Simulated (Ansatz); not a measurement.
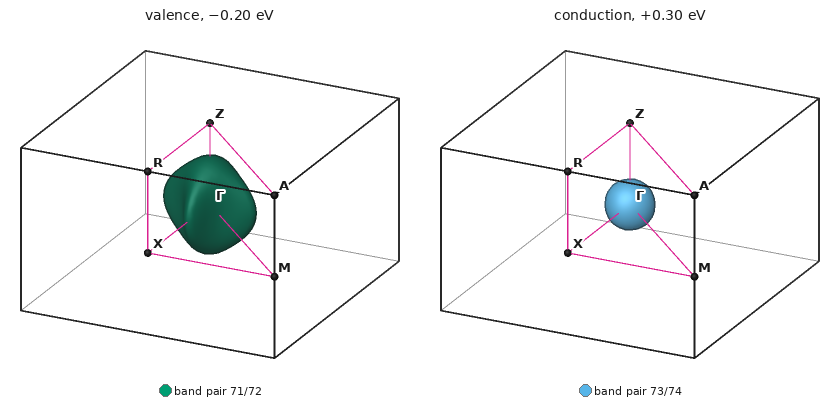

CuI (P4/nmm): constant-energy surfaces at both band edges (energies from each edge).

Method: Ansatz 0.2.0, DFT PBE, spin-orbit coupling, plane waves, PAW; levels and slopes on a dense k mesh at the converged density. Non-magnetic. With an inversion centre and no moment every band is doubly degenerate; a pair is shown and named once. Mesh 16×16×10, interpolated with the band slopes. Unrelaxed database geometry. The cell comes from a database of computed structures, not from a measurement.

Masses come from a second pass at points close to the extrema; at the energies drawn a band may no longer be parabolic.

**What kind of gap has this crystal, and what size does the calculation give?**

The gap is direct, 1.41 eV at this level of theory, which underestimates gaps and can reorder valleys that lie close.

**Give the valleys and their effective masses.**

Valence band (extrema up to 0.20 eV from the edge): one maximum at Γ, principal masses 0.38, 0.38 and 1.16 mₑ. Band pair 71/72 forms the valence edge.
Conduction band (extrema up to 0.30 eV from the edge): one minimum at Γ, principal masses 0.21, 0.21 and 0.23 mₑ. Band pair 73/74 forms the conduction edge.
